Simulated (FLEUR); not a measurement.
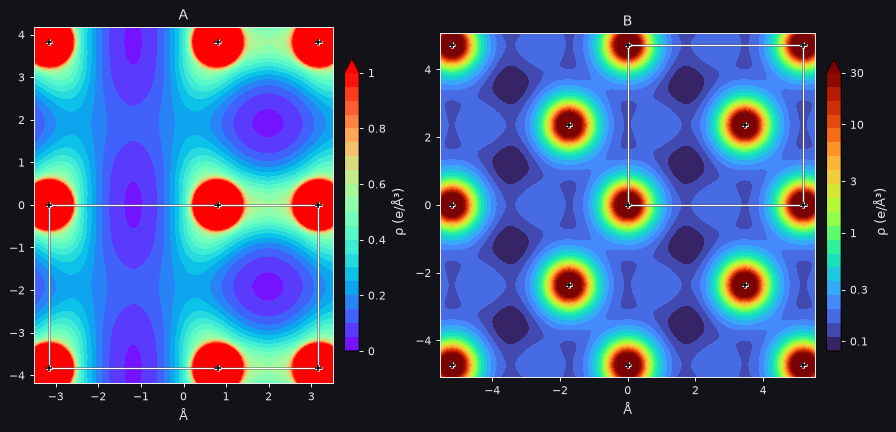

The electron density of 2 systems, each on a plane through atoms (crosses mark nuclei in the plane).

Method: Kohn-Sham DFT of a periodic cell, LDA, all-electron in FLEUR.

System 1: Si, the (11̄0) plane of the conventional cell. Space group P6₃/mmc; a structure from a database of computed crystals, not necessarily the ambient phase.

System 2: Ge, the (100) plane of the conventional cell. Space group Cmcm; a structure from a database of computed crystals, not necessarily the ambient phase.

Q: Which map belongs to which system?

A: Panel A is system 1, Si: the plane holds Si. Si–Si (2.37 Å): the density is about 0.55 e/Å³ at the midpoint. Panel B is system 2, Ge: the plane holds Ge. Ge–Ge (2.93 Å): ρ is about 0.21 e/Å³ halfway.
